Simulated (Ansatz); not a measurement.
## Geometry relaxation of Ta16H (part 1 of 2)

The run: geometry relaxation of Ta16H (defect cell, 17 atoms in the cell). Method and program: DFT PBE, scalar-relativistic, plane waves, PAW, no spin polarisation (Ansatz 0.2.0).

It belongs to a series of runs on one base structure; here: end point A relaxed.

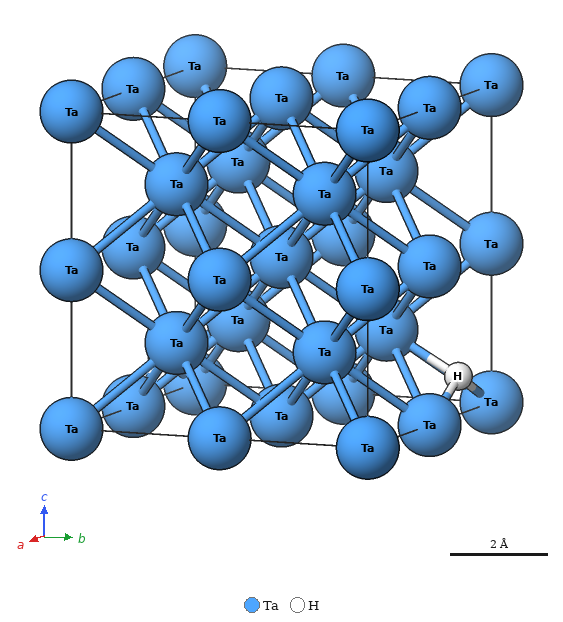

**Figure 1.** The input geometry (ball-and-stick view of the cell of the calculation, seen slightly off an axis).

**Input file**
```yaml
crystal:
  lattice:
    - [6.62, 0.0, 0.0]
    - [0.0, 6.62, 0.0]
    - [0.0, 0.0, 6.62]
  atoms:
    - { symbol: Ta, position: [0.0, 0.0, 0.0] }
    - { symbol: Ta, position: [0.5, 0.0, 0.0] }
    - { symbol: Ta, position: [0.0, 0.5, 0.0] }
    - { symbol: Ta, position: [0.0, 0.0, 0.5] }
    - { symbol: Ta, position: [0.25, 0.25, 0.25] }
    - { symbol: Ta, position: [0.5, 0.5, 0.0] }
    - { symbol: Ta, position: [0.5, 0.0, 0.5] }
    - { symbol: Ta, position: [0.75, 0.25, 0.25] }
    - { symbol: Ta, position: [0.0, 0.5, 0.5] }
    - { symbol: Ta, position: [0.25, 0.75, 0.25] }
    - { symbol: Ta, position: [0.25, 0.25, 0.75] }
    - { symbol: Ta, position: [0.5, 0.5, 0.5] }
    - { symbol: Ta, position: [0.75, 0.75, 0.25] }
    - { symbol: Ta, position: [0.75, 0.25, 0.75] }
    - { symbol: Ta, position: [0.25, 0.75, 0.75] }
    - { symbol: Ta, position: [0.75, 0.75, 0.75] }
    - { symbol: H, position: [0.2568934, -0.0044085, 0.118738] }
basis:
  ecutwfc: 420.0
kpoints:
  mp_grid: { grid: [3, 3, 3] }
hamiltonian:
  xc: pbe
scf:
  occupations: { method: gaussian, width: 0.1 }
  lower_state_search: "off"
relax:
  f_tol: 0.03
  max_steps: 60
  adjacent_minimum: "off"
```

Launch command:
```bash
ansatz run input.yaml --threads 4 --pin off --max-ram 10240MiB --backend cpu --events-out ev --progress --plain --runs-dir out
```

**Output**
```
Engine: ansatz 0.2.0, x86_64-unknown-linux-gnu
Pseudopotentials: kind: paw
Pseudopotential: Ta, paw, valence charge 13, recommended cutoff 420 eV (normal), Ta.paw.azcp
Pseudopotential: H, paw, valence charge 1, recommended cutoff 420 eV (normal), H.paw.azcp
Functional definition: PBE
  parameter kappa = 0.804
  parameter beta = 0.06672455060314922
  exchange = pbe_x(kappa = kappa, mu = beta*pi^2/3)
  correlation = pbe_c(beta = beta)
Crystal: 17 atoms, lattice volume = 290.118 Å³
Basis set: ecut = 420 eV, 5695 PW (Γ), exchange–correlation on 90×90×90 points (8 copies of the dense FFT grid, shifted against one another)
Bands: 126, of which v1, the nominal top of the filled ones, is band 105 counted from 1 (104 counted from 0)
Symmetry: 1 space group operations
Space group: P1 (ITA 1), of the structure as read, at distance tolerance 6.6e-5 Å
k-points: 14 of 27 (time reversal used)
Non-local potential: Ta, projectors of the file, l = 0: 3, l = 1: 2, l = 2: 2, l = 3: 1
Non-local potential: H, projectors of the file, l = 0: 2, l = 1: 1
PAW form: soft (Blöchl's): semilocal exchange-correlation on the pseudo side does not see the compensation charge
PAW one-centre angular grid: Ta, 590 points (default); XC on 64 Gauss nodes
PAW one-centre angular grid: H, 110 points (default); XC on 64 Gauss nodes
Initial density: superposition of atomic densities (neutral atoms: chi_scale 0, normalization atom), corrected by the library's trained network
Initial wavefunctions: pseudopotential atomic-orbital guess
Functional: x = pbe(κ = 0.804, μ = 0.2195149727645171), c = pbe(β = 0.06672455060314922)
SCF iter   1: F=—  HF=-158931.773077 eV  |F-HF|=—  |Δ(HF+E_count)|=         —  Δρ=3.09e-3  dr2=6.14e-2  ethr=1.77e-3  ⟨swp⟩=5.8  Hψ=7283  notcnv=0  defer=7
preconditioner: auto → Kerker (q_TF=auto, 2.583 Å⁻¹)  [metal: Δε(μ)=0.003 eV  Ē_g=4.313 eV  σ=0.100 eV  W_gap=0.02  n_scr=80 (ndim 8)  ℏωp=19.6 eV  f_vac=0.000  D(μ)=37.92/eV (n_scr^D=586)]
SCF iter   2: F=—  HF=-158931.763516 eV  |F-HF|=—  |Δ(HF+E_count)|=   9.56e-3  Δρ=1.62e-3  dr2=9.40e-3  ethr=2.94e-5  ⟨swp⟩=2.0  Hψ=2106  notcnv=0  defer=23
SCF iter   3: F=—  HF=-158931.762477 eV  |F-HF|=—  |Δ(HF+E_count)|=   1.04e-3  Δρ=4.53e-4  dr2=1.04e-3  ethr=4.50e-6  ⟨swp⟩=2.0  Hψ=2075  notcnv=0  defer=23
SCF iter   4: F=—  HF=-158931.762341 eV  |F-HF|=—  |Δ(HF+E_count)|=   1.36e-4  Δρ=9.22e-5  dr2=3.30e-5  ethr=4.95e-7  ⟨swp⟩=2.0  Hψ=2135  notcnv=0  defer=23
iter 5 did not close the SCF: its close was put off for the readings that it lacked (scf_convergence_deferred on its scf_iter line)
SCF iter   5: F=-158931.762327 eV  HF=-158931.762339 eV  |F-HF|=1.12e-5  |Δ(HF+E_count)|=   2.24e-6  Δρ=3.73e-5  dr2=1.26e-5  ethr=1.58e-8  ⟨swp⟩=2.0  Hψ=2211  notcnv=0  defer=23
SCF iter   6: F=-158931.762337 eV  HF=-158931.762337 eV  |F-HF|=1.59e-7  |Δ(HF+E_count)|=   1.24e-6  Δρ=7.98e-6  dr2=2.48e-7  ethr=6.03e-9  ⟨swp⟩=2.7  Hψ=5024  notcnv=0
SCF 1 converged in 6 iterations: F = -158931.762337 eV  dr2 = 2.48e-7
  greatest PAW one-centre occupation: 1.000 electrons in one spin orbital (limit 2), on the Ta atom at site 1 (counted from 0), in its partial waves of l = 0
relax step   1: F+E_penalty+E_count = -158931.76233730 eV  Δ(F+E_penalty+E_count) = +0.000e0 eV  max|allowed force component| = 1.495e0 eV/Å  Δτ_max = 0.0000 Å  (6 SCF iters, dr2 threshold 2.25e-5 eV, accepted)
Initial density: handed on by an earlier stage of this run
Initial wavefunctions: those handed on with the density
iter 1 solved again at ethr=2.94e-3 eV; its pass at ethr=3.10e-3 eV (dr2=6.15e0 eV) is discarded
SCF iter   1: F=—  HF=-158932.299895 eV  |F-HF|=—  |Δ(HF+E_count)|=         —  Δρ=1.91e-2  dr2=6.12e0  ethr=2.94e-3  ⟨swp⟩=1.0  Hψ=5792  notcnv=0  defer=113
preconditioner: auto → Kerker (q_TF=auto, 2.583 Å⁻¹)  [metal: Δε(μ)=0.001 eV  Ē_g=4.294 eV  σ=0.100 eV  W_gap=0.01  n_scr=80 (ndim 8)  ℏωp=19.6 eV  f_vac=0.000  D(μ)=30.92/eV (n_scr^D=436)]
SCF iter   2: F=—  HF=-158931.798156 eV  |F-HF|=—  |Δ(HF+E_count)|=   5.02e-1  Δρ=7.57e-3  dr2=6.68e-1  ethr=2.93e-3  ⟨swp⟩=2.3  Hψ=1830  notcnv=0  defer=113
SCF iter   3: F=—  HF=-158931.697890 eV  |F-HF|=—  |Δ(HF+E_count)|=   1.00e-1  Δρ=3.13e-3  dr2=1.17e-1  ethr=3.20e-4  ⟨swp⟩=2.0  Hψ=2639  notcnv=0  defer=167
SCF iter   4: F=—  HF=-158931.675004 eV  |F-HF|=—  |Δ(HF+E_count)|=   2.29e-2  Δρ=7.77e-4  dr2=3.71e-3  ethr=5.62e-5  ⟨swp⟩=2.0  Hψ=2173  notcnv=0  defer=167
SCF iter   5: F=—  HF=-158931.674423 eV  |F-HF|=—  |Δ(HF+E_count)|=   5.80e-4  Δρ=3.39e-4  dr2=3.96e-4  ethr=1.77e-6  ⟨swp⟩=2.0  Hψ=2262  notcnv=0  defer=167
SCF iter   6: F=-158931.674358 eV  HF=-158931.674384 eV  |F-HF|=2.55e-5  |Δ(HF+E_count)|=   3.96e-5  Δρ=8.78e-5  dr2=3.76e-5  ethr=4.78e-8  ⟨swp⟩=3.0  Hψ=5765  notcnv=0
SCF 2 converged in 6 iterations: F = -158931.674358 eV  dr2 = 3.76e-5
  greatest PAW one-centre occupation: 1.000 electrons in one spin orbital (limit 2), on the Ta atom at site 8 (counted from 0), in its partial waves of l = 0
relax step   2: F+E_penalty+E_count = -158931.67435836 eV  Δ(F+E_penalty+E_count) = +8.798e-2 eV  max|allowed force component| = 1.021e0 eV/Å  Δτ_max = 0.1528 Å  (6 SCF iters, dr2 threshold 1.00e-4 eV, rejected (line search))
iter 1 solved again at ethr=1.57e-3 eV; its pass at ethr=3.10e-3 eV (dr2=3.29e0 eV) is discarded
SCF iter   1: F=—  HF=-158932.259080 eV  |F-HF|=—  |Δ(HF+E_count)|=         —  Δρ=1.34e-2  dr2=3.33e0  ethr=1.57e-3  ⟨swp⟩=1.0  Hψ=5262  notcnv=0  defer=169
preconditioner: auto → Kerker (q_TF=auto, 2.583 Å⁻¹)  [metal: Δε(μ)=0.001 eV  Ē_g=4.306 eV  σ=0.100 eV  W_gap=0.01  n_scr=80 (ndim 8)  ℏωp=19.6 eV  f_vac=0.000  D(μ)=34.45/eV (n_scr^D=460)]
SCF iter   2: F=—  HF=-158932.000224 eV  |F-HF|=—  |Δ(HF+E_count)|=   2.59e-1  Δρ=4.78e-3  dr2=2.90e-1  ethr=1.57e-3  ⟨swp⟩=2.4  Hψ=1848  notcnv=0  defer=169
SCF iter   3: F=—  HF=-158931.963689 eV  |F-HF|=—  |Δ(HF+E_count)|=   3.65e-2  Δρ=2.00e-3  dr2=4.16e-2  ethr=1.39e-4  ⟨swp⟩=1.9  Hψ=2169  notcnv=0  defer=169
SCF iter   4: F=—  HF=-158931.955897 eV  |F-HF|=—  |Δ(HF+E_count)|=   7.79e-3  Δρ=3.65e-4  dr2=7.01e-4  ethr=1.99e-5  ⟨swp⟩=2.0  Hψ=2349  notcnv=0  defer=169
SCF iter   5: F=—  HF=-158931.955808 eV  |F-HF|=—  |Δ(HF+E_count)|=   8.96e-5  Δρ=1.60e-4  dr2=1.30e-4  ethr=3.36e-7  ⟨swp⟩=2.0  Hψ=2318  notcnv=0  defer=169
SCF iter   6: F=—  HF=-158931.955790 eV  |F-HF|=—  |Δ(HF+E_count)|=   1.75e-5  Δρ=3.38e-5  dr2=5.13e-6  ethr=6.20e-8  ⟨swp⟩=2.0  Hψ=2169  notcnv=0  defer=169
SCF iter   7: F=—  HF=-158931.955573 eV  |F-HF|=—  |Δ(HF+E_count)|=   2.17e-4  Δρ=6.78e-6  dr2=2.53e-7  ethr=2.45e-9  ⟨swp⟩=2.0  Hψ=2129  notcnv=0  defer=169
SCF iter   8: F=-158931.955573 eV  HF=-158931.955573 eV  |F-HF|=8.06e-8  |Δ(HF+E_count)|=   1.28e-8  Δρ=3.08e-6  dr2=8.90e-8  ethr=4.78e-11  ⟨swp⟩=4.0  Hψ=5357  notcnv=0
SCF 3 converged in 8 iterations: F = -158931.955573 eV  dr2 = 8.90e-8
  greatest PAW one-centre occupation: 0.999 electrons in one spin orbital (limit 2), on the Ta atom at site 8 (counted from 0), in its partial waves of l = 0
relax step   3: F+E_penalty+E_count = -158931.95557280 eV  Δ(F+E_penalty+E_count) = -1.932e-1 eV  max|allowed force component| = 2.050e-1 eV/Å  Δτ_max = 0.0685 Å  (8 SCF iters, accepted)
SCF iter   1: F=—  HF=-158931.963514 eV  |F-HF|=—  |Δ(HF+E_count)|=         —  Δρ=1.38e-3  dr2=9.20e-3  ethr=6.59e-4  ⟨swp⟩=1.8  Hψ=2229  notcnv=0  defer=171
preconditioner: auto → Kerker (q_TF=auto, 2.583 Å⁻¹)  [metal: Δε(μ)=0.028 eV  Ē_g=4.287 eV  σ=0.100 eV  W_gap=0.16  n_scr=80 (ndim 8)  ℏωp=19.6 eV  f_vac=0.000  D(μ)=33.51/eV (n_scr^D=460)]
SCF iter   2: F=—  HF=-158931.962583 eV  |F-HF|=—  |Δ(HF+E_count)|=   9.31e-4  Δρ=7.88e-4  dr2=2.36e-3  ethr=4.40e-6  ⟨swp⟩=2.0  Hψ=2578  notcnv=0  defer=171
SCF iter   3: F=—  HF=-158931.961832 eV  |F-HF|=—  |Δ(HF+E_count)|=   7.51e-4  Δρ=1.95e-4  dr2=3.02e-4  ethr=1.13e-6  ⟨swp⟩=2.0  Hψ=2157  notcnv=0  defer=171
SCF iter   4: F=—  HF=-158931.961789 eV  |F-HF|=—  |Δ(HF+E_count)|=   4.29e-5  Δρ=4.37e-5  dr2=6.45e-6  ethr=1.45e-7  ⟨swp⟩=2.0  Hψ=2173  notcnv=0  defer=171
SCF iter   5: F=-158931.961788 eV  HF=-158931.961789 eV  |F-HF|=6.25e-7  |Δ(HF+E_count)|=   9.80e-8  Δρ=1.66e-5  dr2=9.97e-7  ethr=1.26e-9  ⟨swp⟩=4.1  Hψ=5361  notcnv=0
SCF 4 converged in 5 iterations: F = -158931.961788 eV  dr2 = 9.97e-7
  greatest PAW one-centre occupation: 0.999 electrons in one spin orbital (limit 2), on the Ta atom at site 11 (counted from 0), in its partial waves of l = 0
relax step   4: F+E_penalty+E_count = -158931.96178836 eV  Δ(F+E_penalty+E_count) = -6.216e-3 eV  max|allowed force component| = 1.294e-2 eV/Å  Δτ_max = 0.0344 Å  (5 SCF iters, dr2 threshold 2.63e-6 eV, accepted)
iter 1 solved again at ethr=4.78e-10 eV; its pass at ethr=3.10e-3 eV (dr2=9.99e-7 eV) is discarded
SCF iter   1: F=—  HF=-158931.961825 eV  |F-HF|=—  |Δ(HF+E_count)|=         —  Δρ=1.66e-5  dr2=9.98e-7  ethr=4.78e-10  ⟨swp⟩=1.0  Hψ=4172  notcnv=0  defer=171
preconditioner: auto → Kerker (q_TF=auto, 2.583 Å⁻¹)  [metal: Δε(μ)=0.027 eV  Ē_g=4.287 eV  σ=0.100 eV  W_gap=0.15  n_scr=80 (ndim 8)  ℏωp=19.6 eV  f_vac=0.000  D(μ)=33.48/eV (n_scr^D=460)]
SCF iter   2: F=—  HF=-158931.961789 eV  |F-HF|=—  |Δ(HF+E_count)|=   3.58e-5  Δρ=9.07e-6  dr2=1.60e-7  ethr=4.77e-10  ⟨swp⟩=2.0  Hψ=2006  notcnv=0  defer=171
SCF iter   3: F=-158931.961789 eV  HF=-158931.961789 eV  |F-HF|=1.07e-8  |Δ(HF+E_count)|=  2.91e-10  Δρ=4.20e-6  dr2=4.21e-8  ethr=4.78e-11  ⟨swp⟩=4.0  Hψ=5215  notcnv=0
SCF 5 converged in 3 iterations: F = -158931.961789 eV  dr2 = 4.21e-8
  greatest PAW one-centre occupation: 0.999 electrons in one spin orbital (limit 2), on the Ta atom at site 15 (counted from 0), in its partial waves of l = 0
relax step   5: F+E_penalty+E_count = -158931.96178891 eV  Δ(F+E_penalty+E_count) = -5.488e-7 eV  max|allowed force component| = 1.305e-2 eV/Å  Δτ_max = 0.0000 Å  (3 SCF iters, accepted)
```

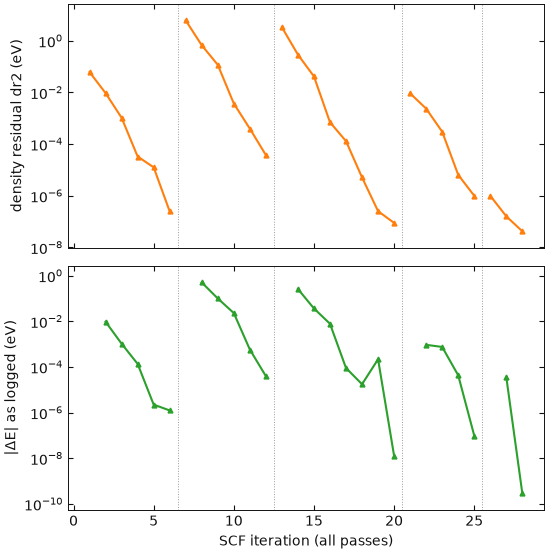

**Figure 2.** Convergence of the self-consistent field: density residual dr2 and size of the energy change against the SCF iteration. The dotted lines part the SCF passes of the relaxation: geometry steps, rejected trials and re-solves on a re-selected basis. The 5 passes take 3 to 8 iterations each, 28 in all.

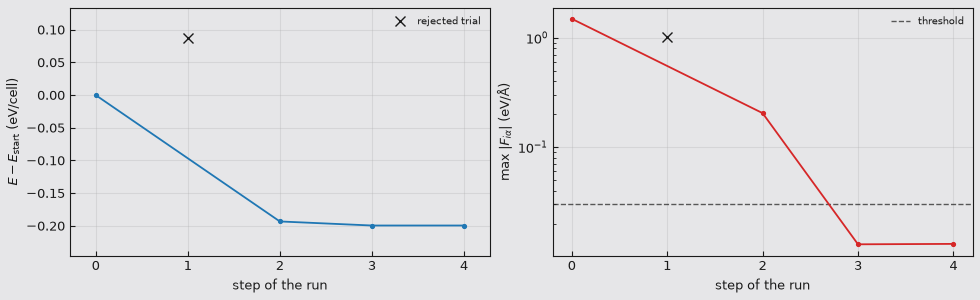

**Figure 3.** Progress of the relaxation, step by step (the first geometry is step 0 here and step 1 in the log).
